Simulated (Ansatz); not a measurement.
System: SnSe.

The calculation's input:

```
crystal:
  lattice:
    - [11.4880968235, 0.0, 0.0]
    - [0.0, 4.1704104753, 0.0]
    - [0.0, 0.0, 4.3856627955]
  atoms:
    - { symbol: Sn, position: [0.117977569, 0.25, 0.0950664834] }
    - { symbol: Sn, position: [0.382022431, 0.75, 0.5950664834] }
    - { symbol: Sn, position: [0.617977569, 0.25, 0.4049335166] }
    - { symbol: Sn, position: [0.882022431, 0.75, 0.9049335166] }
    - { symbol: Se, position: [0.3571072052, 0.25, 0.0222476435] }
    - { symbol: Se, position: [0.1428927948, 0.75, 0.5222476435] }
    - { symbol: Se, position: [0.8571072052, 0.25, 0.4777523565] }
    - { symbol: Se, position: [0.6428927948, 0.75, 0.9777523565] }
basis:
  ecutwfc: 420
kpoints:
  mp_grid: { grid: [4, 8, 8] }
hamiltonian:
  xc: pbe
  dispersion: d3bj
scf:
  occupations: { method: gaussian, width: 0.02 }
output:
  forces: true
  stress: true
  eigenvalues: true
  write_density: true
  write_potential: true
  elf: true
  volumetric_format: npy
relax:
  adjacent_minimum: "off"
  f_tol: 0.005
  max_steps: 80
  cell: { stress_tol: 0.05 }
```

Run with:

```sh
ansatz run input.yaml --threads 4 --pin off --max-ram 10240MiB --backend cpu --events-out ev --progress --plain --runs-dir out
```

Below, planes, directions and counts refer to the conventional cell (a = 11.48 Å, b = 4.17 Å, c = 4.39 Å, α = 90.00°, β = 90.00°, γ = 90.00°).

The fields are those of the relaxed geometry.

Space group Pnma.

Computed with DFT PBE+D3(BJ), scalar-relativistic, plane waves, PAW in Ansatz.

Predict the valence pseudo-density and electron localisation function between the atoms.

Sn–Se (2.77 Å): ρ is about 0.35 e/Å³ halfway; the ELF is about 0.55 at the midpoint.

Does the calculation make it a metal, or give it a gap?

It is gapped, with a Kohn–Sham gap of 0.57 eV on the k-point mesh, an upper bound to the gap of this method.

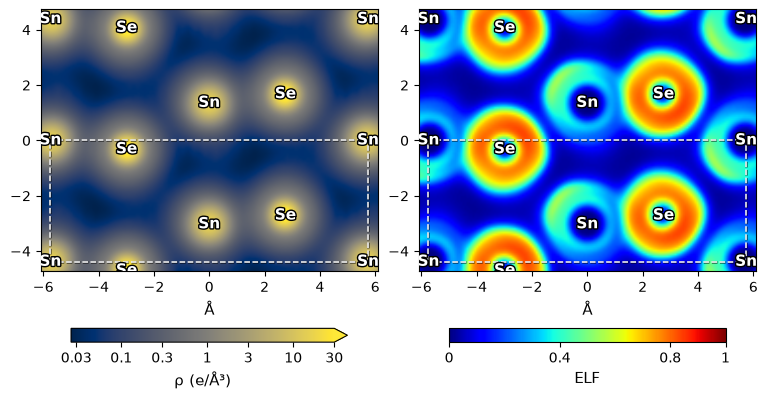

Computed valence pseudo-density and electron localisation function on the (010) plane of the conventional cell, in this order. 
